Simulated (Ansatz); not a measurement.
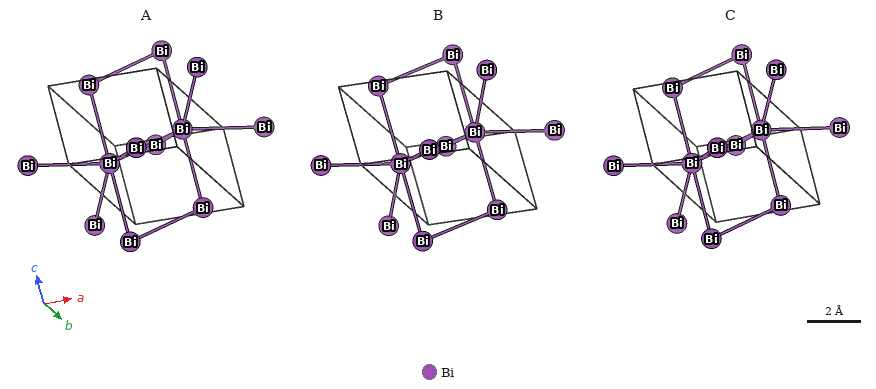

3 geometries from one relaxation of solid Bi (set up in C2/m), in shuffled order. A ball-and-stick model of the cell of the calculation, seen from a free direction.

All numbers below come from DFT PBE, scalar-relativistic, plane waves, PAW (Ansatz 0.2.0). (plane-wave cutoff 420 eV; k-point mesh 8 × 8 × 12; occupations gaussian; smearing width 0.1 eV; no spin polarisation; cell and atoms relaxed; force threshold 0.02 eV/Å; at most 70 steps)

### Put them in the order of the run, from the start to the converged end.

C, A, B. They are steps 0, 1, 6, at +71.0 meV per cell of the calculation, +22.7 meV per cell of the calculation relative to the last. The energy falls by 71.0 meV per cell of the calculation in 5 accepted moves (6 points after the start). The largest force component goes from 0.033 to 0.00074 eV/Å. The pressure goes from 4.15 to 0.01 GPa. The SCF was repeated once at an unchanged geometry on a basis and grid sized afresh for the cell, which shifted the energy by 0.9 meV per cell of the calculation at most. The largest moves relative to the cell, 0.054 Å, are those of Bi atoms. The volume changes by +8.0 %, with a = b 4.524 → 4.681 Å (+3.5 %), c 3.300 → 3.403 Å (+3.1 %), α 104.9° → 106.9°, β 104.9° → 106.9°, γ 85.0° → 82.3°. Some distances before and after: Bi–Bi 3.314 → 3.454 Å, Bi–Bi 3.300 → 3.403 Å, Bi–Bi 3.207 → 3.261 Å, Bi–Bi 3.155 → 3.199 Å. Bond angles that change, for instance: Bi–Bi–Bi 110.5° → 106.4°, Bi–Bi–Bi 69.5° → 73.6°, Bi–Bi–Bi 144.6° → 141.8°. The space group stays C2/m (No. 12).
